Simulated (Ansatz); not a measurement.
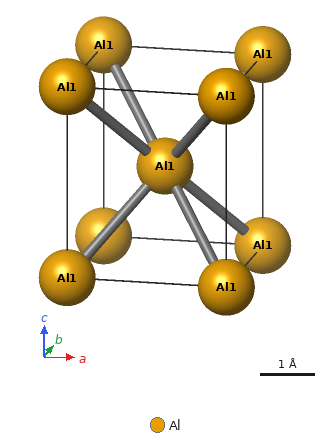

**Figure 1.** The structure as given in the input (ball-and-stick view of the cell 2 times as large as that of the calculation, set on its symmetry axes, seen slightly off an axis; atoms are numbered from 1 in the order of the input).

**Two runs on Al**

System: Al (1 atom in the cell).
Method of run 1: DFT LDA+D3(BJ), scalar-relativistic, plane waves, PAW, PAW set soft_1, no spin polarisation (Ansatz 0.2.0).

The structure derives from an entry of the Crystallography Open Database. Text and figures count atoms from 1; the logs count them from 0 in places.

### Input, run 1
```yaml
crystal:
  lattice:
    - [0.0, 2.1709023457, 1.86024622]
    - [2.1709023457, 0.0, 1.86024622]
    - [2.1709023457, 2.1709023457, 0.0]
  atoms:
    - { symbol: Al, position: [0.0, 0.0, 0.0] }
basis:
  ecutwfc: 420
kpoints:
  mp_grid: { grid: [22, 22, 22] }
hamiltonian:
  xc: lda
  pseudopotentials: { kind: paw, azcp: { folder: soft_1 } }
  dispersion: d3bj
scf:
  occupations: { method: gaussian, width: 0.15 }
output:
  forces: true
  stress: true
  eigenvalues: true
```

Launched with:
```bash
ansatz run input.yaml --threads 1 --pin off --max-ram 2048MiB --backend cpu --events-out ev --progress --plain --runs-dir out
```

Hardware: 1 thread of Arm Neoverse N1, 98 GiB of memory available, shared host.

### Output, shortened to warnings, some set-up lines, iterations and results (run 1)
```
Warning: [file] the record states the generating functional pbe (its physics header spells it `PBE`), which answers neither for hamiltonian.xc's functional nor for the lda family's — results may be inconsistent (PPs are generated against a specific XC)
Warning: the engine holds no damping parameters fitted to this dispersion correction and functional, so the run takes those fitted to pbe (hamiltonian.dispersion, under Limitations)
Basis set: ecut = 420 eV, 347 PW (Γ)
Symmetry: 16 space group operations
k-points: 834 of 10648
Initial density: superposition of atomic densities (chi_scale 0.1, normalization cell)
[...]
SCF iter   1: F=—  HF=-513.165640 eV  |F-HF|=—  |Δ(HF+E_count)|=         —  Δρ=1.82e-2  dr2=6.50e-2  ethr=3.10e-3  ⟨swp⟩=4.4  Hψ=43790  notcnv=0
SCF iter   2: F=—  HF=-513.132566 eV  |F-HF|=—  |Δ(HF+E_count)|=   3.31e-2  Δρ=8.49e-3  dr2=1.40e-2  ethr=2.17e-3  ⟨swp⟩=1.0  Hψ=11678  notcnv=0
SCF iter   3: F=—  HF=-513.123105 eV  |F-HF|=—  |Δ(HF+E_count)|=   9.46e-3  Δρ=2.00e-4  dr2=5.68e-6  ethr=4.66e-4  ⟨swp⟩=1.0  Hψ=4630  notcnv=0
SCF iter   4: F=—  HF=-513.123108 eV  |F-HF|=—  |Δ(HF+E_count)|=   2.72e-6  Δρ=1.64e-5  dr2=3.48e-8  ethr=3.33e-9  ⟨swp⟩=7.3  Hψ=30231  notcnv=0
SCF iter   5: F=-513.123108 eV  HF=-513.123108 eV  |F-HF|=1.08e-10  |Δ(HF+E_count)|=   1.87e-8  Δρ=1.13e-6  dr2=2.38e-10  ethr=1.16e-9  ⟨swp⟩=1.4  Hψ=13593  notcnv=0
SCF 1 converged in 5 iterations: F = -513.123108 eV  dr2 = 2.38e-10
SCF converged after 5 iterations
Free energy (F): -513.123108 eV
Harris-Foulkes:  -513.123108 eV  (|F-HF|=1.08e-10)
Internal energy: -513.118153 eV  (E = F + TS)
E sigma→0 (E₀):  -513.120630 eV
Entropy (-TS):   -0.004955 eV (-4.955 meV/atom)
Fermi energy:    7.065999 eV
--- Per-component energies (eV) ---
  E_band       = 8.638103
  E_kinetic    = 21.693078
  E_local      = 8.883518  (includes V_loc(G=0)·N_el)
  E_nonlocal   = 10.616452
  E_hartree    = 0.081869
  E_xc         = -36.985647
  E_vxc        = -28.966083  (∫ρ·V_xc dr)
  E_paw        = -445.114024  (= ΣΔE_a)
  E_vpaw       = -3.752606  (= ΣTr[D̂ρ^β])
  E_aug_tail   = -0.000004  (compensation charges beyond the density's cutoff)
  E_ewald      = -72.033427
  E_disp       = -0.315684  (pairwise vdW)
  E_core_change = 0.055717  (= ΣΔE_core)
  E_smearing   = -0.004955  (= −TS)
  E_closure    = 0.000000  (closes the sum)
  Σ components = -513.123108   (vs F -513.123108, Δ=0.00e0)
--- Forces (eV/Å), atoms counted from 1 ---
  atom   1  Al    -0.00000000     0.00000000     0.00000000
  max |Σ_I F_I| component: 1.48e-31 eV/Å
--- Stress (GPa, compression-positive) ---
      -10.668392       0.000000       0.000000
        0.000000     -10.668392       0.000000
        0.000000       0.000000      -5.117354
  P = ⅓ Tr σ = -8.8180 GPa (-88.180 kbar)
```

For run 2 the input was changed thus:
```diff
-    - [0.0, 2.1709023457, 1.86024622]
-    - [2.1709023457, 0.0, 1.86024622]
-    - [2.1709023457, 2.1709023457, 0.0]
+    - [0.0, 2.1371153341, 1.8312941298]
+    - [2.1371153341, 0.0, 1.8312941298]
+    - [2.1371153341, 2.1371153341, 0.0]
-  mp_grid: { grid: [22, 22, 22] }
+  mp_grid: { grid: [7, 7, 7] }
```

How does run 2 compare with run 1?

With the same functional and potentials, run 2 lies 24.3 meV per atom lower (other lines of the input change too). The pressure goes from −8.82 to −5.87 GPa. The volume per atom goes from 17.53 to 16.73 Å³. The number of SCF iterations is the same. The irreducible k-points go from 834 to 40. The plane waves at Γ go from 347 to 307.

### Output, shortened to warnings, some set-up lines, iterations and results (run 2)
```
Warning: [file] the record states the generating functional pbe (its physics header spells it `PBE`), which answers neither for hamiltonian.xc's functional nor for the lda family's — results may be inconsistent (PPs are generated against a specific XC)
Warning: the engine holds no damping parameters fitted to this dispersion correction and functional, so the run takes those fitted to pbe (hamiltonian.dispersion, under Limitations)
Basis set: ecut = 420 eV, 307 PW (Γ)
Symmetry: 16 space group operations
k-points: 40 of 343
Initial density: superposition of atomic densities (chi_scale 0.1, normalization cell)
[...]
SCF iter   1: F=—  HF=-513.193851 eV  |F-HF|=—  |Δ(HF+E_count)|=         —  Δρ=1.89e-2  dr2=6.48e-2  ethr=3.10e-3  ⟨swp⟩=4.4  Hψ=2082  notcnv=0
SCF iter   2: F=—  HF=-513.157854 eV  |F-HF|=—  |Δ(HF+E_count)|=   3.60e-2  Δρ=8.92e-3  dr2=1.42e-2  ethr=2.16e-3  ⟨swp⟩=1.0  Hψ=560  notcnv=0
SCF iter   3: F=—  HF=-513.147365 eV  |F-HF|=—  |Δ(HF+E_count)|=   1.05e-2  Δρ=1.92e-4  dr2=4.90e-6  ethr=4.75e-4  ⟨swp⟩=1.0  Hψ=220  notcnv=0
SCF iter   4: F=—  HF=-513.147365 eV  |F-HF|=—  |Δ(HF+E_count)|=   7.78e-8  Δρ=1.36e-5  dr2=1.99e-8  ethr=3.33e-9  ⟨swp⟩=7.2  Hψ=1417  notcnv=0
SCF iter   5: F=-513.147365 eV  HF=-513.147365 eV  |F-HF|=3.42e-11  |Δ(HF+E_count)|=   1.08e-8  Δρ=7.77e-7  dr2=9.25e-11  ethr=6.65e-10  ⟨swp⟩=1.1  Hψ=625  notcnv=0
SCF 1 converged in 5 iterations: F = -513.147365 eV  dr2 = 9.25e-11
SCF converged after 5 iterations
Free energy (F): -513.147365 eV
Harris-Foulkes:  -513.147365 eV  (|F-HF|=3.42e-11)
Internal energy: -513.138153 eV  (E = F + TS)
E sigma→0 (E₀):  -513.142759 eV
Entropy (-TS):   -0.009212 eV (-9.212 meV/atom)
Fermi energy:    7.488538 eV
--- Per-component energies (eV) ---
  E_band       = 9.702115
  E_kinetic    = 22.363620
  E_local      = 9.618808  (includes V_loc(G=0)·N_el)
  E_nonlocal   = 10.741985
  E_hartree    = 0.082026
  E_xc         = -37.305883
  E_vxc        = -29.366671  (∫ρ·V_xc dr)
  E_paw        = -445.190710  (= ΣΔE_a)
  E_vpaw       = -3.819680  (= ΣTr[D̂ρ^β])
  E_aug_tail   = -0.000004  (compensation charges beyond the density's cutoff)
  E_ewald      = -73.172249
  E_disp       = -0.331463  (pairwise vdW)
  E_core_change = 0.055717  (= ΣΔE_core)
  E_smearing   = -0.009212  (= −TS)
  E_closure    = 0.000000  (closes the sum)
  Σ components = -513.147365   (vs F -513.147365, Δ=0.00e0)
--- Forces (eV/Å), atoms counted from 1 ---
  atom   1  Al    -0.00000000     0.00000000    -0.00000000
  max |Σ_I F_I| component: 9.86e-32 eV/Å
--- Stress (GPa, compression-positive) ---
       -9.332289       0.000000       0.000000
        0.000000      -9.332289       0.000000
        0.000000       0.000000       1.059007
  P = ⅓ Tr σ = -5.8685 GPa (-58.685 kbar)
```

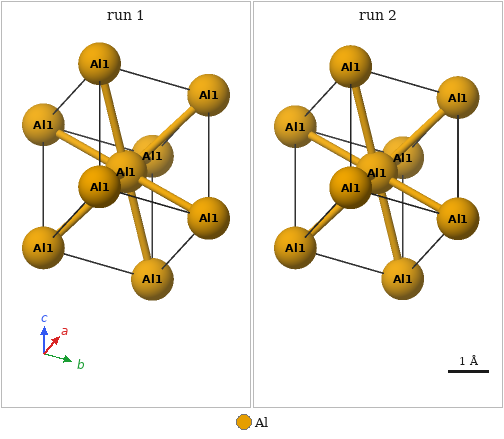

**Figure 2.** The two input geometries at one scale (ball-and-stick view of the cell 2 times as large as that of the calculation, set on its symmetry axes, seen at an oblique angle). No atom moves by more than 0.005 Å relative to the cell. The drawn cell changes as follows: a = b 3.070 → 3.022 Å (−1.6 %), c 3.720 → 3.663 Å (−1.6 %); the volume changes by −4.6 %. Among the contacts that change: Al1–Al1 2.859 → 2.814 Å.

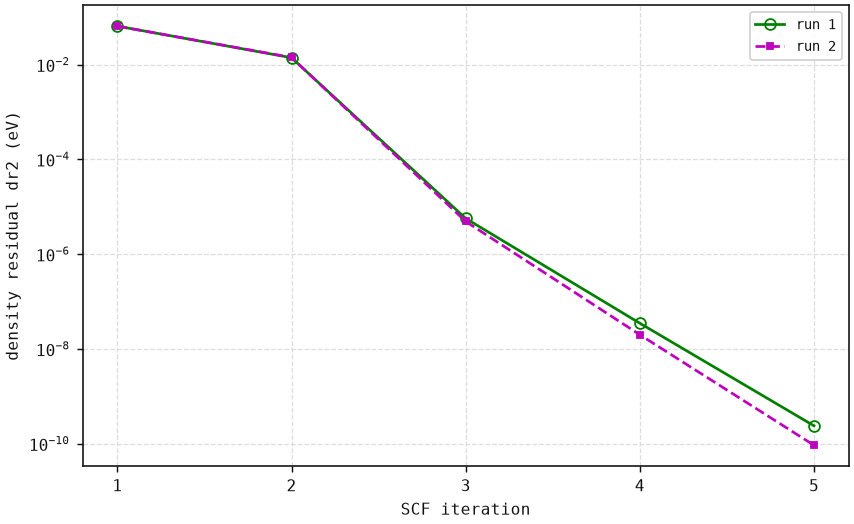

**Figure 3.** Convergence of the two runs: density residual dr2 against the SCF iteration. Run 1 takes 5 iterations in all, and run 2 takes 5.

### The two runs side by side

```csv
quantity,run 1,run 2
outcome,converged,converged
free energy per atom (eV),−513.1231,−513.1474
"energy per atom, smearing taken to zero (eV)",−513.1206,−513.1428
gap on the mesh (eV),0.00,0.00
pressure (GPa),−8.82,−5.87
volume per atom (Å³),17.53,16.73
largest force (eV/Å),0.000,0.000
SCF iterations,5,5
irreducible k-points,834,40
plane waves at Γ,347,307
wall time (shared host),9.7 s,0.77 s
```

For both runs: Warnings: the PAW datasets were made with another functional; the dispersion correction has no parameters fitted for this combination and takes those fitted for PBE. For run 2: These settings are looser than, or depart from, a standard set-up, so the numbers are not reference values for this system.
